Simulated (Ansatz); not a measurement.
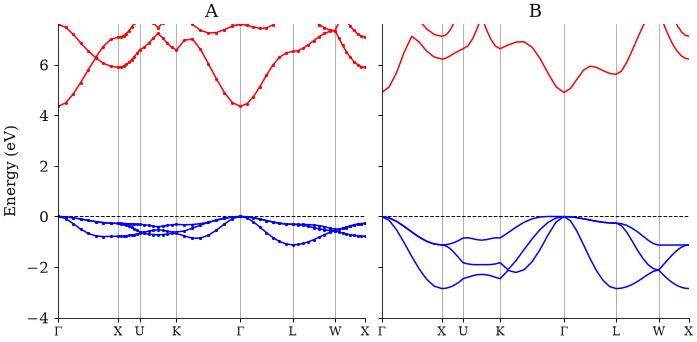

Band structures of two compounds with space group Fm-3m and 2 atoms in the cell that differ in one element, each in its own cell. Zero is the valence-band top, or the Fermi level for a metal. Level of theory: DFT with PBE, PAW plane waves, no spin polarisation; code Ansatz.

### Which panel is which compound? They are LiBr and KBr.

A is KBr; B is LiBr. Gaps along the path: LiBr 4.90 eV (direct), at 21.0 Å³ per atom; KBr 4.36 eV (direct), at 37.0 Å³ per atom. Going from Li to the heavier K narrows the gap by 0.55 eV.
